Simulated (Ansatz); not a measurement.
## Al15Co: geometry relaxation (part 1 of 2)

System: Al15Co (defect cell, 16 atoms in the cell).
Method: DFT PBE, scalar-relativistic, plane waves, PAW, spin-polarised (Ansatz 0.2.0).

The structure derives from a Materials Project entry. It belongs to a series of runs on one base structure; here: Co on a Al site (a), charge +0, atoms relaxed at the host's cell. Figures and captions count atoms from 1; the log counts them from 0 in places.

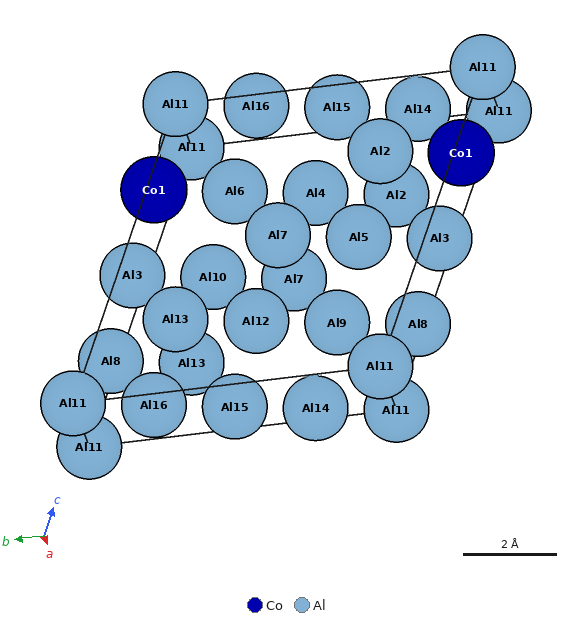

The starting structure (spheres-only view of the cell of the calculation, seen at an oblique angle; atoms are numbered from 1 in the order of the input).

**Input**
```yaml
crystal:
  lattice:
    - [-4.0416209214, 4.0416209214, -4.0416209214]
    - [4.0416209214, 4.0416209214, 4.0416209214]
    - [4.0416209214, -4.0416209214, -4.0416209214]
  atoms:
    - { symbol: Co, position: [0.25, 0.0, 0.75], spin: 3.0 }
    - { symbol: Al, position: [0.0, 0.25, 0.75] }
    - { symbol: Al, position: [0.5, 0.0, 0.5] }
    - { symbol: Al, position: [0.75, 0.5, 0.75] }
    - { symbol: Al, position: [0.25, 0.25, 0.5] }
    - { symbol: Al, position: [0.5, 0.75, 0.75] }
    - { symbol: Al, position: [0.0, 0.5, 0.5] }
    - { symbol: Al, position: [0.75, 0.0, 0.25] }
    - { symbol: Al, position: [0.5, 0.25, 0.25] }
    - { symbol: Al, position: [0.75, 0.75, 0.5] }
    - { symbol: Al, position: [0.0, 0.0, 0.0] }
    - { symbol: Al, position: [0.25, 0.5, 0.25] }
    - { symbol: Al, position: [0.0, 0.75, 0.25] }
    - { symbol: Al, position: [0.75, 0.25, 0.0] }
    - { symbol: Al, position: [0.5, 0.5, 0.0] }
    - { symbol: Al, position: [0.25, 0.75, 0.0] }
basis:
  ecutwfc: 420
  xc_grid: 2
kpoints:
  mp_grid: { grid: [7, 7, 7], shift: [0.0, 0.0, 0.0] }
hamiltonian:
  xc: pbe
scf:
  occupations: { method: gaussian, width: 0.1 }
output:
  forces: true
  stress: false
  eigenvalues: true
  populations: true
  write_density: true
  write_potential: true
  elf: true
  volumetric_format: npy
magnetization:
  spin_polarized: true
relax:
  adjacent_minimum: "off"
  f_tol: 0.025
  max_steps: 45
```

Run on 4 threads of Intel Xeon (Granite Rapids), 160 GiB of memory available, shared host.

Command:
```bash
ansatz run input.yaml --threads 4 --pin off --max-ram 8192MiB --backend cpu --events-out ev --progress --plain --runs-dir out
```

**The program's output**
```
Engine: ansatz 0.2.0, x86_64-unknown-linux-gnu
Pseudopotentials: kind: paw
Pseudopotential: Co, paw, valence charge 17, recommended cutoff 420 eV (normal), Co.paw.azcp
Pseudopotential: Al, paw, valence charge 3, recommended cutoff 420 eV (normal), Al.paw.azcp
Functional definition: PBE
  parameter kappa = 0.804
  parameter beta = 0.06672455060314922
  exchange = pbe_x(kappa = kappa, mu = beta*pi^2/3)
  correlation = pbe_c(beta = beta)
Crystal: 16 atoms, lattice volume = 264.075 Å³
Basis set: ecut = 420 eV, 5233 PW (Γ), exchange–correlation on 96×96×96 points (8 copies of the dense FFT grid, shifted against one another)
Bands: 49, of which v1, the nominal top of the filled ones, is band 31 counted from 1 (30 counted from 0)
Symmetry: 48 space group operations
Space group: Im-3m (ITA 229), of the structure as read, at distance tolerance 6.4e-5 Å
Magnetic group: BNS 229.140 (UNI 1642), of the structure as read, at distance tolerance 6.4e-5 Å
k-points: 20 of 343
Non-local potential: Co, projectors of the file, l = 0: 3, l = 1: 2, l = 2: 3, l = 3: 1
Non-local potential: Al, projectors of the file, l = 0: 2, l = 1: 2, l = 2: 1
PAW form: soft (Blöchl's): semilocal exchange-correlation on the pseudo side does not see the compensation charge
PAW one-centre angular grid: Co, 590 points (default); XC on 64 Gauss nodes
PAW one-centre angular grid: Al, 110 points (default); XC on 64 Gauss nodes
Initial density: superposition of atomic densities (chi_scale 0.1, normalization cell)
Starting moments: Σ|m| = 3 μB on 1 of 16 sites
Initial wavefunctions: pseudopotential atomic-orbital guess
Functional: x = pbe(κ = 0.804, μ = 0.2195149727645171), c = pbe(β = 0.06672455060314922)
iter 1 solved again at ethr=2.83e-3 eV; its pass at ethr=3.10e-3 eV (dr2=1.75e0 eV) is discarded
SCF iter   1: F=—  HF=-13187.987703 eV  |F-HF|=—  |Δ(HF+E_count)|=         —  Δρ=2.25e-2 (↑2.25e-2 ↓1.37e-2)  dr2=1.76e0  dr2_m=4.12e-1  M=2.172 μB ∫|m|=2.789 μB  β_m=0.30  ethr=2.83e-3  ⟨swp⟩=1.3  Hψ=11115  notcnv=0
Mixer restart at iter 1: flushing history
preconditioner: auto → Kerker (q_TF=auto, 2.143 Å⁻¹)  [metal: Δε(μ)=0.012 eV  Ē_g=6.582 eV  σ=0.100 eV  W_gap=0.07  n_scr=42 (ndim 8)  ℏωp=16.8 eV  f_vac=0.000  D(μ)=10.92/eV (n_scr^D=86)]
spin=Collinear: Kerker preconditioning applied to the charge; magnetization (m = ρ↑ − ρ↓) channel mixes plain (no charge-response kernel on spin).
SCF iter   2: F=—  HF=-13187.848798 eV  |F-HF|=—  |Δ(HF+E_count)|=   1.39e-1  Δρ=2.01e-2 (↑1.42e-2 ↓2.01e-2)  dr2=1.13e0  dr2_m=5.00e-1  M=1.950 μB ∫|m|=2.613 μB  β_m=0.65  ethr=2.83e-3  ⟨swp⟩=1.7  Hψ=2289  notcnv=0
SCF iter   3: F=—  HF=-13188.399903 eV  |F-HF|=—  |Δ(HF+E_count)|=   5.51e-1  Δρ=1.71e-2 (↑1.28e-2 ↓1.71e-2)  dr2=6.10e-1  dr2_m=4.67e-1  M=1.674 μB ∫|m|=2.393 μB  β_m=0.59  ethr=1.82e-3  ⟨swp⟩=2.0  Hψ=3071  notcnv=0  defer=343
SCF iter   4: F=—  HF=-13188.755498 eV  |F-HF|=—  |Δ(HF+E_count)|=   3.56e-1  Δρ=1.66e-2 (↑1.89e-3 ↓1.66e-2)  dr2=6.85e-1  dr2_m=1.93e-1  M=1.292 μB ∫|m|=1.978 μB  β_m=0.83  ethr=9.83e-4  ⟨swp⟩=2.6  Hψ=3088  notcnv=0  defer=395
SCF iter   5: F=—  HF=-13188.781243 eV  |F-HF|=—  |Δ(HF+E_count)|=   2.57e-2  Δρ=1.29e-2 (↑1.29e-2 ↓6.58e-3)  dr2=7.77e-1  dr2_m=2.46e-2  M=0.926 μB ∫|m|=1.553 μB  β_m=0.92  ethr=9.83e-4  ⟨swp⟩=3.2  Hψ=3888  notcnv=0  defer=394
SCF iter   6: F=—  HF=-13188.891797 eV  |F-HF|=—  |Δ(HF+E_count)|=   1.11e-1  Δρ=1.02e-2 (↑1.02e-2 ↓6.11e-3)  dr2=5.57e-1  dr2_m=1.09e-2  M=0.737 μB ∫|m|=1.284 μB  β_m=0.96  ethr=9.83e-4  ⟨swp⟩=1.4  Hψ=2299  notcnv=0  defer=389
SCF iter   7: F=—  HF=-13188.874581 eV  |F-HF|=—  |Δ(HF+E_count)|=         —  Δρ=6.20e-3 (↑6.20e-3 ↓5.16e-3)  dr2=2.19e-3  dr2_m=7.76e-2  M=0.457 μB ∫|m|=0.866 μB  β_m=0.96  ethr=8.99e-4  ⟨swp⟩=2.1  Hψ=2586  notcnv=0  defer=389
Mixer restart at iter 7: flushing history
SCF iter   8: F=—  HF=-13188.878864 eV  |F-HF|=—  |Δ(HF+E_count)|=   4.28e-3  Δρ=8.19e-3 (↑2.20e-3 ↓8.19e-3)  dr2=7.18e-2  dr2_m=6.49e-2  M=0.324 μB ∫|m|=0.654 μB  β_m=0.96  ethr=3.53e-6  ⟨swp⟩=2.5  Hψ=3871  notcnv=0  defer=384
SCF iter   9: F=—  HF=-13188.898140 eV  |F-HF|=—  |Δ(HF+E_count)|=   1.93e-2  Δρ=1.00e-2 (↑1.00e-2 ↓1.94e-3)  dr2=2.19e-1  dr2_m=4.26e-2  M=0.242 μB ∫|m|=0.523 μB  β_m=0.08  ethr=3.53e-6  ⟨swp⟩=4.0  Hψ=4323  notcnv=0  defer=387
SCF iter  10: F=—  HF=-13188.880039 eV  |F-HF|=—  |Δ(HF+E_count)|=   1.81e-2  Δρ=4.96e-3 (↑4.96e-3 ↓2.78e-3)  dr2=6.73e-3  dr2_m=3.60e-2  M=0.201 μB ∫|m|=0.448 μB  β_m=0.39  ethr=3.53e-6  ⟨swp⟩=3.0  Hψ=4056  notcnv=0  defer=391
SCF iter  11: F=—  HF=-13188.880608 eV  |F-HF|=—  |Δ(HF+E_count)|=   5.69e-4  Δρ=2.16e-3 (↑2.16e-3 ↓2.14e-3)  dr2=2.75e-3  dr2_m=1.10e-2  M=0.097 μB ∫|m|=0.233 μB  β_m=0.63  ethr=3.53e-6  ⟨swp⟩=2.3  Hψ=3386  notcnv=0  defer=391
SCF iter  12: F=—  HF=-13188.880455 eV  |F-HF|=—  |Δ(HF+E_count)|=   1.53e-4  Δρ=1.96e-3 (↑5.41e-4 ↓1.96e-3)  dr2=7.47e-3  dr2_m=3.70e-3  M=-0.060 μB ∫|m|=0.104 μB  β_m=0.72  ethr=3.53e-6  ⟨swp⟩=2.5  Hψ=3449  notcnv=0  defer=389
SCF iter  13: F=—  HF=-13188.881135 eV  |F-HF|=—  |Δ(HF+E_count)|=   6.80e-4  Δρ=5.50e-4 (↑5.50e-4 ↓2.84e-4)  dr2=1.75e-3  dr2_m=4.72e-5  M=0.006 μB ∫|m|=0.025 μB  β_m=0.74  ethr=3.53e-6  ⟨swp⟩=2.3  Hψ=3137  notcnv=0  defer=387
SCF iter  14: F=—  HF=-13188.881106 eV  |F-HF|=—  |Δ(HF+E_count)|=   2.95e-5  Δρ=5.62e-5 (↑2.41e-5 ↓5.62e-5)  dr2=1.07e-5  dr2_m=9.53e-7  M=0.000 μB ∫|m|=0.003 μB  β_m=0.87  ethr=2.82e-6  ⟨swp⟩=2.0  Hψ=2221  notcnv=0  defer=389
SCF iter  15: F=—  HF=-13188.881109 eV  |F-HF|=—  |Δ(HF+E_count)|=   3.97e-6  Δρ=3.46e-5 (↑3.46e-5 ↓3.11e-5)  dr2=6.85e-6  dr2_m=1.09e-7  M=-0.001 μB ∫|m|=0.001 μB  β_m=0.93  ethr=1.72e-8  ⟨swp⟩=2.1  Hψ=2673  notcnv=0  defer=389
SCF iter  16: F=—  HF=-13188.881109 eV  |F-HF|=—  |Δ(HF+E_count)|=   5.58e-7  Δρ=1.55e-5 (↑4.08e-6 ↓1.55e-5)  dr2=3.59e-7  dr2_m=2.31e-7  M=-0.000 μB ∫|m|=0.001 μB  β_m=0.97  ethr=1.10e-8  ⟨swp⟩=2.0  Hψ=2270  notcnv=0  defer=389
SCF iter  17: F=—  HF=-13188.881109 eV  |F-HF|=—  |Δ(HF+E_count)|=   7.74e-9  Δρ=2.23e-6 (↑2.23e-6 ↓1.22e-6)  dr2=4.58e-9  dr2_m=7.13e-9  M=-0.000 μB ∫|m|=0.000 μB  β_m=0.98  ethr=5.80e-10  ⟨swp⟩=1.6  Hψ=2236  notcnv=0  defer=389
SCF iter  18: F=-13188.881109 eV  HF=-13188.881109 eV  |F-HF|=6.15e-9  |Δ(HF+E_count)|=  5.20e-10  Δρ=8.72e-7 (↑8.72e-7 ↓6.24e-7)  dr2=6.60e-9  dr2_m=4.21e-11  M=-0.000 μB ∫|m|=0.000 μB  ethr=7.39e-12  ⟨swp⟩=13.4  Hψ=13265  notcnv=0
WARN: the starting moments were not kept: the SCF closed with an absolute magnetisation of 3.4e-5 μB, where they sum to 3 μB in size (1 site). That is at most 0.1 of that sum. Measured as dr2_m measures the in/out step, that magnetisation stands 1.4e-9 eV from none, at or under the dr2_threshold of 1.6e-5 eV: it is no larger than a step whose dr2_m would equal this threshold. The system may hold no moment; this SCF shows only that its start led to no more than that. To try another start: raise the starting moments (crystal.atoms[].spin, magnetization.per_species, magnetization.initial_magnetization, or on a non-collinear deck that types none of these the spinor_matrix: blocks that start its atoms; where the total moment is fixed, keep their sum and leave initial_magnetization as it is; typed ones take the place of any that the run laid by itself, positive ones on a crystal's lanthanoids without a Hubbard term where scf.initial_density.shell_occupations: [] is typed) or, if the notice of its spin-set hold's release reads "site moments contracting" or "site moments show no strong build", lengthen the hold (scf.mixing.spin_hold: { on: { confirm: 4 } }; for m-r²SCAN on two components see the key's manual first). Each may lead to a state that holds a moment. A second SCF, from the converged charge density, with the starting moments and any scf.initial_density.shell_occupations laid on it anew, would have followed, and was not run: the deck does not ask for one (magnetization.retry_lost_moments is false, the default). To let it run, set magnetization.retry_lost_moments: true and run the deck again, where that key's refused combinations let it; where memory then withholds it, that run's warning says so.
SCF 1 converged in 18 iterations: F = -13188.881109 eV  dr2 = 6.60e-9
  greatest PAW one-centre occupation: 1.001 electrons in one spin orbital (limit 2), on the Co atom at site 0 (counted from 0), in its partial waves of l = 1
relax step   1: F+E_penalty+E_count = -13188.88110892 eV  Δ(F+E_penalty+E_count) = +0.000e0 eV  max|allowed force component| = 3.286e-1 eV/Å  Δτ_max = 0.0000 Å  (18 SCF iters, dr2 threshold 1.56e-5 eV, accepted)
Initial density: handed on by an earlier stage of this run
Starting moments: Σ|m| = 3 μB on 1 of 16 sites; this step starts from the density that it was given
Initial wavefunctions: those handed on with the density
iter 1 solved again at ethr=3.64e-4 eV; its pass at ethr=3.10e-3 eV (dr2=2.26e-1 eV) is discarded
SCF iter   1: F=—  HF=-13189.109257 eV  |F-HF|=—  |Δ(HF+E_count)|=         —  Δρ=2.15e-3 (↑2.15e-3 ↓2.15e-3)  dr2=2.28e-1  dr2_m=3.45e-10  M=-0.000 μB ∫|m|=0.000 μB  β_m=0.30  ethr=3.64e-4  ⟨swp⟩=1.0  Hψ=7402  notcnv=0  defer=388
preconditioner: auto → Kerker (q_TF=auto, 2.143 Å⁻¹)  [metal: Δε(μ)=0.010 eV  Ē_g=6.443 eV  σ=0.100 eV  W_gap=0.06  n_scr=42 (ndim 8)  ℏωp=16.8 eV  f_vac=0.000  D(μ)=8.27/eV (n_scr^D=54)]
spin=Collinear: Kerker preconditioning applied to the charge; magnetization (m = ρ↑ − ρ↓) channel mixes plain (no charge-response kernel on spin).
SCF iter   2: F=—  HF=-13189.088271 eV  |F-HF|=—  |Δ(HF+E_count)|=   2.10e-2  Δρ=1.69e-3 (↑1.69e-3 ↓1.69e-3)  dr2=1.49e-1  dr2_m=1.23e-10  M=-0.000 μB ∫|m|=0.000 μB  β_m=0.63  ethr=3.64e-4  ⟨swp⟩=1.0  Hψ=1960  notcnv=0  defer=388
SCF iter   3: F=—  HF=-13189.056872 eV  |F-HF|=—  |Δ(HF+E_count)|=   3.14e-2  Δρ=3.40e-3 (↑3.40e-3 ↓3.40e-3)  dr2=7.11e-2  dr2_m=9.49e-11  M=-0.000 μB ∫|m|=0.000 μB  β_m=0.45  ethr=2.40e-4  ⟨swp⟩=2.0  Hψ=2834  notcnv=0  defer=392
SCF iter   4: F=—  HF=-13189.056952 eV  |F-HF|=—  |Δ(HF+E_count)|=   8.02e-5  Δρ=3.16e-4 (↑3.15e-4 ↓3.16e-4)  dr2=4.46e-4  dr2_m=2.48e-10  M=-0.000 μB ∫|m|=0.000 μB  β_m=0.70  ethr=1.15e-4  ⟨swp⟩=2.0  Hψ=2952  notcnv=0  defer=388
SCF iter   5: F=—  HF=-13189.058131 eV  |F-HF|=—  |Δ(HF+E_count)|=   1.18e-3  Δρ=4.84e-4 (↑4.83e-4 ↓4.84e-4)  dr2=1.97e-3  dr2_m=9.23e-12  M=-0.000 μB ∫|m|=0.000 μB  β_m=0.70  ethr=7.20e-7  ⟨swp⟩=2.0  Hψ=3192  notcnv=0  defer=388
SCF iter   6: F=—  HF=-13189.058558 eV  |F-HF|=—  |Δ(HF+E_count)|=   4.27e-4  Δρ=1.70e-4 (↑1.70e-4 ↓1.70e-4)  dr2=3.15e-4  dr2_m=3.97e-12  M=-0.000 μB ∫|m|=0.000 μB  β_m=0.78  ethr=7.20e-7  ⟨swp⟩=2.0  Hψ=3200  notcnv=0  defer=388
SCF iter   7: F=—  HF=-13189.058569 eV  |F-HF|=—  |Δ(HF+E_count)|=   1.12e-5  Δρ=3.68e-5 (↑3.68e-5 ↓3.67e-5)  dr2=7.78e-6  dr2_m=9.83e-13  M=-0.000 μB ∫|m|=0.000 μB  β_m=0.89  ethr=5.08e-7  ⟨swp⟩=2.0  Hψ=2342  notcnv=0  defer=388
SCF iter   8: F=—  HF=-13189.058569 eV  |F-HF|=—  |Δ(HF+E_count)|=   4.89e-7  Δρ=1.83e-5 (↑1.83e-5 ↓1.83e-5)  dr2=3.71e-6  dr2_m=2.62e-13  M=-0.000 μB ∫|m|=0.000 μB  β_m=0.94  ethr=1.26e-8  ⟨swp⟩=2.1  Hψ=2638  notcnv=0  defer=388
SCF iter   9: F=—  HF=-13189.058569 eV  |F-HF|=—  |Δ(HF+E_count)|=   2.97e-7  Δρ=8.26e-6 (↑8.24e-6 ↓8.26e-6)  dr2=7.16e-7  dr2_m=1.56e-13  M=-0.000 μB ∫|m|=0.000 μB  β_m=0.97  ethr=5.98e-9  ⟨swp⟩=1.9  Hψ=2064  notcnv=0  defer=388
SCF iter  10: F=-13189.058569 eV  HF=-13189.058569 eV  |F-HF|=1.87e-8  |Δ(HF+E_count)|=   4.87e-8  Δρ=1.36e-6 (↑1.36e-6 ↓1.36e-6)  dr2=2.16e-8  dr2_m=3.57e-14  M=-0.000 μB ∫|m|=0.000 μB  ethr=1.15e-9  ⟨swp⟩=14.4  Hψ=13516  notcnv=0
the starting moments were not kept: the SCF closed with an absolute magnetisation of 1.5e-6 μB, where they sum to 3 μB in size (1 site). That is at most 0.1 of that sum. Measured as dr2_m measures the in/out step, that magnetisation stands 2.7e-12 eV from none, at or under the dr2_threshold of 6.8e-6 eV: it is no larger than a step whose dr2_m would equal this threshold.
SCF 2 converged in 10 iterations: F = -13189.058569 eV  dr2 = 2.16e-8
  greatest PAW one-centre occupation: 1.000 electrons in one spin orbital (limit 2), on the Co atom at site 0 (counted from 0), in its partial waves of l = 1
relax step   2: F+E_penalty+E_count = -13189.05856884 eV  Δ(F+E_penalty+E_count) = -1.775e-1 eV  max|allowed force component| = 5.788e-2 eV/Å  Δτ_max = 0.0761 Å  (10 SCF iters, dr2 threshold 6.75e-6 eV, accepted)
SCF iter   1: F=—  HF=-13189.065141 eV  |F-HF|=—  |Δ(HF+E_count)|=         —  Δρ=3.69e-4 (↑3.69e-4 ↓3.69e-4)  dr2=4.28e-3  dr2_m=1.02e-11  M=0.000 μB ∫|m|=0.000 μB  β_m=0.65  ethr=7.72e-5  ⟨swp⟩=2.0  Hψ=3960  notcnv=0  defer=388
preconditioner: auto → Kerker (q_TF=auto, 2.042 Å⁻¹)  [metal: Δε(μ)=0.024 eV  Ē_g=6.428 eV  σ=0.100 eV  W_gap=0.13  n_scr=42 (ndim 8)  ℏωp=16.8 eV  f_vac=0.000  D(μ)=7.86/eV (n_scr^D=54)]
spin=Collinear: Kerker preconditioning applied to the charge; magnetization (m = ρ↑ − ρ↓) channel mixes plain (no charge-response kernel on spin).
SCF iter   2: F=—  HF=-13189.064030 eV  |F-HF|=—  |Δ(HF+E_count)|=   1.11e-3  Δρ=2.96e-4 (↑2.96e-4 ↓2.96e-4)  dr2=1.53e-3  dr2_m=6.66e-12  M=-0.000 μB ∫|m|=0.000 μB  β_m=0.54  ethr=6.91e-6  ⟨swp⟩=2.2  Hψ=2768  notcnv=0  defer=388
SCF iter   3: F=—  HF=-13189.064149 eV  |F-HF|=—  |Δ(HF+E_count)|=   1.19e-4  Δρ=1.37e-4 (↑1.37e-4 ↓1.37e-4)  dr2=4.48e-4  dr2_m=2.58e-12  M=0.000 μB ∫|m|=0.000 μB  β_m=0.54  ethr=2.47e-6  ⟨swp⟩=2.0  Hψ=2578  notcnv=0  defer=388
SCF iter   4: F=—  HF=-13189.064039 eV  |F-HF|=—  |Δ(HF+E_count)|=   1.09e-4  Δρ=5.45e-5 (↑5.45e-5 ↓5.45e-5)  dr2=6.70e-5  dr2_m=1.31e-13  M=-0.000 μB ∫|m|=0.000 μB  β_m=0.73  ethr=7.23e-7  ⟨swp⟩=2.0  Hψ=2616  notcnv=0  defer=388
SCF iter   5: F=—  HF=-13189.064036 eV  |F-HF|=—  |Δ(HF+E_count)|=   3.93e-6  Δρ=3.17e-5 (↑3.16e-5 ↓3.17e-5)  dr2=4.52e-6  dr2_m=1.89e-13  M=0.000 μB ∫|m|=0.000 μB  β_m=0.86  ethr=1.08e-7  ⟨swp⟩=2.0  Hψ=2818  notcnv=0  defer=388
SCF iter   6: F=—  HF=-13189.064037 eV  |F-HF|=—  |Δ(HF+E_count)|=   1.80e-6  Δρ=1.15e-5 (↑1.15e-5 ↓1.15e-5)  dr2=8.07e-7  dr2_m=6.93e-14  M=-0.000 μB ∫|m|=0.000 μB  β_m=0.93  ethr=7.28e-9  ⟨swp⟩=2.0  Hψ=3186  notcnv=0  defer=388
SCF iter   7: F=—  HF=-13189.064038 eV  |F-HF|=—  |Δ(HF+E_count)|=   6.16e-7  Δρ=2.08e-6 (↑2.08e-6 ↓2.07e-6)  dr2=5.05e-8  dr2_m=2.96e-14  M=-0.000 μB ∫|m|=0.000 μB  β_m=0.97  ethr=1.30e-9  ⟨swp⟩=2.0  Hψ=3204  notcnv=0  defer=388
SCF iter   8: F=—  HF=-13189.064038 eV  |F-HF|=—  |Δ(HF+E_count)|=   6.87e-8  Δρ=1.14e-6 (↑1.14e-6 ↓1.14e-6)  dr2=1.15e-8  dr2_m=5.61e-15  M=-0.000 μB ∫|m|=0.000 μB  β_m=0.98  ethr=8.14e-11  ⟨swp⟩=2.4  Hψ=2942  notcnv=0  defer=388
SCF iter   9: F=-13189.064038 eV  HF=-13189.064038 eV  |F-HF|=8.92e-8  |Δ(HF+E_count)|=   1.12e-8  Δρ=2.96e-6 (↑2.95e-6 ↓2.96e-6)  dr2=9.70e-8  dr2_m=8.44e-16  M=-0.000 μB ∫|m|=0.000 μB  ethr=1.86e-11  ⟨swp⟩=12.0  Hψ=12970  notcnv=0
the starting moments were not kept: the SCF closed with an absolute magnetisation of 2.1e-7 μB, where they sum to 3 μB in size (1 site). That is at most 0.1 of that sum. Measured as dr2_m measures the in/out step, that magnetisation stands 5.5e-14 eV from none, at or under the dr2_threshold of 1.0e-7 eV: it is no larger than a step whose dr2_m would equal this threshold.
SCF 3 converged in 9 iterations: F = -13189.064038 eV  dr2 = 9.70e-8
relax step   3: F+E_penalty+E_count = -13189.06403798 eV  Δ(F+E_penalty+E_count) = -5.469e-3 eV  max|allowed force component| = 6.121e-4 eV/Å  Δτ_max = 0.0110 Å  (9 SCF iters, accepted)
```

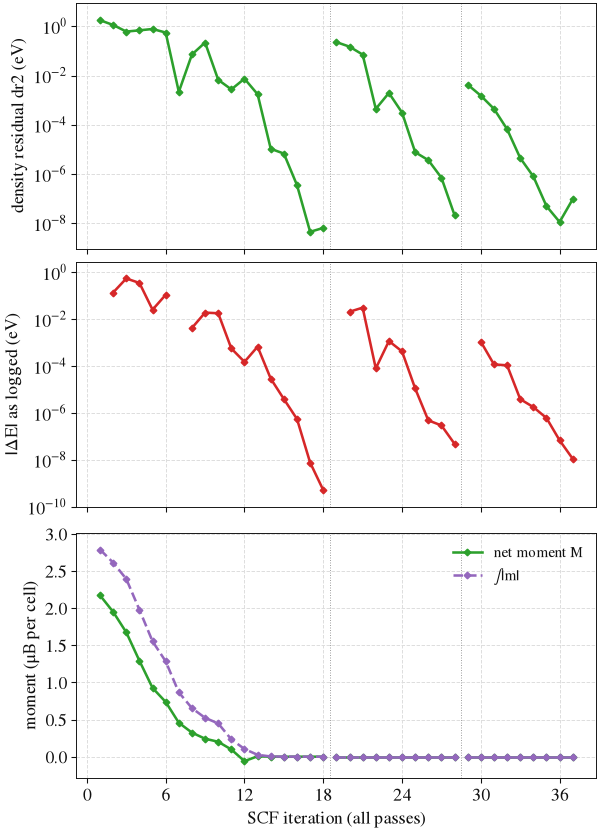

Convergence of the self-consistent field: density residual dr2, size of the energy change and magnetic moment against the SCF iteration. The dotted lines part the SCF passes of the relaxation: geometry steps, rejected trials and re-solves on a re-selected basis. The passes take 18, 10 and 9 iterations. The net moment goes from 2.2 to 0.0 μB per cell, and ∫|m| falls to zero.
